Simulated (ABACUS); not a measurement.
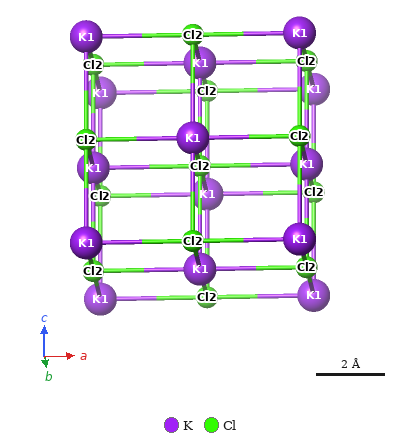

**Figure 1.** The input geometry (ball-and-stick view of the cell 4 times as large as that of the calculation, set on its symmetry axes, seen at an oblique angle; atoms are numbered from 1 in the order of the input). Near neighbours in the crystal (not all of them lie inside the picture): K has 6 Cl at 3.15 Å; Cl has 6 K at 3.15 Å.

# Band-structure run of KCl (part 1 of 2)

The run: band-structure run of KCl (2 atoms in the cell). Method and program: Kohn-Sham DFT of a periodic cell, RPBE, SG15 ONCV 1.2 PBE, no spin polarisation (ABACUS 3.10.1).

The structure derives from an entry of the Crystallography Open Database.

## Log
```
ABACUS v3.10.1

               Atomic-orbital Based Ab-initio Computation at UStc

 ------------------------------------------------------------------------------------

 READING GENERAL INFORMATION
                           global_out_dir = OUT.KCl/
                           global_in_card = INPUT
                               pseudo_dir = ./
                              orbital_dir =
                                    DSIZE = 4
                                    GSIZE = 1

 READING UNITCELL INFORMATION
                                    ntype = 2
                  lattice constant (Bohr) = 1.88973
              lattice constant (Angstrom) = 1

 READING ATOM TYPE 1
                               atom label = K
                      L=0, number of zeta = 1
                      L=1, number of zeta = 1
                      L=2, number of zeta = 1
             number of atom for this type = 1

 READING ATOM TYPE 2
                               atom label = Cl
                      L=0, number of zeta = 1
                      L=1, number of zeta = 1
                      L=2, number of zeta = 1
             number of atom for this type = 1

                        TOTAL ATOM NUMBER = 2
DIRECT COORDINATES
    atom                   x                   y                   z     mag                  vx                  vy                  vz
taud_K1            0.0000000000        0.0000000000        0.0000000000  0.0000        0.0000000000        0.0000000000        0.0000000000
taud_Cl1            0.5000000000        0.5000000000        0.5000000000  0.0000        0.0000000000        0.0000000000        0.0000000000

                          Volume (Bohr^3) = 420.434
                             Volume (A^3) = 62.3018

 Lattice vectors: (Cartesian coordinate: in unit of a_0)
                   +0            +3.14647            +3.14647
             +3.14647                  +0            +3.14647
             +3.14647            +3.14647                  +0
 Reciprocal vectors: (Cartesian coordinate: in unit of 2 pi/a_0)
            -0.158908           +0.158908           +0.158908
            +0.158908           -0.158908           +0.158908
            +0.158908           +0.158908           -0.158908
 The esolver type has been set to : ksdft_pw

                PAO radial cut off (Bohr) = 10

 Read in pseudopotential file is K_ONCV_PBE-1.2.upf
                     pseudopotential type = NC
          exchange-correlation functional = PBE
                 nonlocal core correction = 0
                        valence electrons = 9
                                     lmax = 2
                           number of zeta = 0
                     number of projectors = 6
                           L of projector = 0
                           L of projector = 0
                           L of projector = 1
                           L of projector = 1
                           L of projector = 2
                           L of projector = 2
 XC functional updated to : GGA_X_RPBE+GGA_C_PBE
          exchange-correlation functional = GGA_X_RPBE+GGA_C_PBE
                PAO radial cut off (Bohr) = 10

 Read in pseudopotential file is Cl_ONCV_PBE-1.2.upf
                     pseudopotential type = NC
          exchange-correlation functional = PBE
                 nonlocal core correction = 0
                        valence electrons = 7
                                     lmax = 1
                           number of zeta = 0
                     number of projectors = 4
                           L of projector = 0
                           L of projector = 0
                           L of projector = 1
                           L of projector = 1
 XC functional updated to : GGA_X_RPBE+GGA_C_PBE
          exchange-correlation functional = GGA_X_RPBE+GGA_C_PBE
     initial pseudo atomic orbital number = 0

 SETUP THE ELECTRONS NUMBER
             electron number of element K = 9
       total electron number of element K = 9
            electron number of element Cl = 7
      total electron number of element Cl = 7
            AUTOSET number of electrons:  = 16
                           occupied bands = 8
                                   NBANDS = 18
                                   NLOCAL = 18

%%%%%%%%%%%%%%%%%%%%%%%%%%%%%%%%%%%%%%%%%%%%%%%%%%%%%%%%%%%%%%%%%%%%%%%%%%%%%%%%%%%%%%%%%%%%%%%%%%%%%%%%%%
 Warning: the number of valence electrons in pseudopotential > 1 for K: [Ar] 4s1
 Pseudopotentials with additional electrons can yield (more) accurate outcomes, but may be less efficient.
 If you're confident that your chosen pseudopotential is appropriate, you can safely ignore this warning.
%%%%%%%%%%%%%%%%%%%%%%%%%%%%%%%%%%%%%%%%%%%%%%%%%%%%%%%%%%%%%%%%%%%%%%%%%%%%%%%%%%%%%%%%%%%%%%%%%%%%%%%%%%

 SETUP THE PLANE WAVE BASIS
 energy cutoff for charge/potential (unit:Ry) = 296
            fft grid for charge/potential = [ 48, 48, 48 ]
                        fft grid division = [ 1, 1, 1 ]
        big fft grid for charge/potential = [ 48, 48, 48 ]
                                     nbxx = 110592
                                     nrxx = 110592

 SETUP PLANE WAVES FOR CHARGE/POTENTIAL
                    number of plane waves = 36085
                         number of sticks = 1429

 PARALLEL PW FOR CHARGE/POTENTIAL
     PROC   COLUMNS(POT)             PW
        1           1429          36085
 --------------- sum -------------------
        1           1429          36085
                            number of |g| = 356
                                  max |g| = 26.7669
                                  min |g| = 0

----------- Double Check Mixing Parameters Begin ------------
mixing_type: broyden
mixing_beta: 0.7
mixing_gg0: 1
mixing_gg0_min: 0.1
mixing_ndim: 8
----------- Double Check Mixing Parameters End ------------

 LATTICE VECTORS: (CARTESIAN COORDINATE: IN UNIT OF A0)
                   +0            +3.14647            +3.14647
             +3.14647                  +0            +3.14647
             +3.14647            +3.14647                  +0
                       right hand lattice = 1
                                   NORM_A = 4.44978
                                   NORM_B = 4.44978
                                   NORM_C = 4.44978
                           ALPHA (DEGREE) = 60
                           BETA  (DEGREE) = 60
                           GAMMA (DEGREE) = 60

 The lattice vectors have been changed (STRU_SIMPLE.cif)

(for optimal symmetric configuration:)
                             BRAVAIS TYPE = 3
                     BRAVAIS LATTICE NAME = 03. Cubic F (face-centered)
                                    ibrav = 3
                                    IBRAV = 3
                                  BRAVAIS = FACE CENTERED CUBIC
                       LATTICE CONSTANT A = 6.29294
Original cell was already a primitive cell.
                        ROTATION MATRICES = 48
              PURE POINT GROUP OPERATIONS = 48
                   SPACE GROUP OPERATIONS = 48
                              POINT GROUP = O_h
               POINT GROUP IN SPACE GROUP = O_h

 SETUP K-POINTS
                                    nspin = 1
                   Input type of k points = Monkhorst-Pack(Gamma)
                                   nkstot = 216
                       right hand lattice = 1
(for reciprocal lattice: )
                             BRAVAIS TYPE = 2
                     BRAVAIS LATTICE NAME = 02. Cubic I (body-centered)
                                    ibrav = 2
                       right hand lattice = 1
(for k-lattice: )
                             BRAVAIS TYPE = 2
                     BRAVAIS LATTICE NAME = 02. Cubic I (body-centered)
                                    ibrav = 2
                       right hand lattice = 1
                        ROTATION MATRICES = 48
                               nkstot_ibz = 16
K-POINTS REDUCTION ACCORDING TO SYMMETRY
     IBZ    DIRECT_X    DIRECT_Y    DIRECT_Z  WEIGHT  ibz2bz
       1  0.00000000  0.00000000  0.00000000  0.0046       0
       2  0.16666667  0.16666667  0.16666667  0.0370       1
       3  0.33333333  0.33333333  0.33333333  0.0370       2
       4  0.50000000  0.50000000  0.50000000  0.0185       3
       5  0.16666667  0.16666667  0.00000000  0.0278       7
       6  0.33333333  0.33333333  0.16666667  0.1111       8
       7  0.50000000  0.50000000  0.33333333  0.1111       9
       8  0.50000000  0.33333333  0.33333333  0.1111      10
       9  0.33333333  0.16666667  0.16666667  0.0556      11
      10  0.33333333  0.33333333  0.00000000  0.0278      14
      11  0.50000000  0.50000000  0.16666667  0.1111      15
      12 -0.33333333  0.33333333  0.33333333  0.0556      16
      13  0.50000000  0.50000000  0.00000000  0.0139      21
      14  0.50000000  0.33333333  0.16666667  0.1111      51
      15  0.50000000  0.33333333 -0.33333333  0.1111      52
      16  0.50000000  0.33333333 -0.16666667  0.0556      58

                               nkstot now = 16
[... K-POINTS DIRECT COORDINATES: 16 rows ...]

           k-point number in this process = 4
       minimum distributed K point number = 4
[... stars of the k points ...]

[... K-POINTS CARTESIAN COORDINATES: 4 rows ...]

[... K-POINTS DIRECT COORDINATES: 4 rows ...]

 SETUP PLANE WAVES FOR WAVE FUNCTIONS
     energy cutoff for wavefunc (unit:Ry) = 74
              fft grid for wave functions = [ 48, 48, 48 ]
                    number of plane waves = 5209
                         number of sticks = 397

 PARALLEL PW FOR WAVE FUNCTIONS
     PROC   COLUMNS(POT)             PW
        1            397           5209
 --------------- sum -------------------
        1            397           5209

 SETUP NONLOCAL PSEUDOPOTENTIALS IN PLANE WAVE BASIS
 K non-local projectors:
 projector 1 L=0
 projector 2 L=0
 projector 3 L=1
 projector 4 L=1
 projector 5 L=2
 projector 6 L=2
 Cl non-local projectors:
 projector 1 L=0
 projector 2 L=0
 projector 3 L=1
 projector 4 L=1
      TOTAL NUMBER OF NONLOCAL PROJECTORS = 26

 Init Non-Local PseudoPotential table :
 Init Non-Local-Pseudopotential done.

                                     npwx = 4573

 -------------------------------------------
 SELF-CONSISTENT
 -------------------------------------------
                                 init_chg = atomic

 PW ALGORITHM --------------- ION=   1  ELEC=   1--------------------------------

 Density error is 0.177564903267
                          Error Threshold = 0.01
----------------------------------------------------------
     Energy           Rydberg                 eV
----------------------------------------------------------
 E_KohnSham     -87.3401382024       -1188.3235436605
 E_Harris       -87.7539493034       -1193.9537325287
 E_Fermi        0.2302832260         3.1331640275
----------------------------------------------------------

 PW ALGORITHM --------------- ION=   1  ELEC=   2--------------------------------

 Density error is 0.0119922272796
                          Error Threshold = 0.00110978064542
----------------------------------------------------------
     Energy           Rydberg                 eV
----------------------------------------------------------
 E_KohnSham     -87.3894007893       -1188.9937955405
 E_Harris       -87.5869107450       -1191.6810563497
 E_Fermi        0.2682763415         3.6500868831
----------------------------------------------------------

 PW ALGORITHM --------------- ION=   1  ELEC=   3--------------------------------

 Density error is 0.00128440513509
                          Error Threshold = 7.49514204977e-05
```
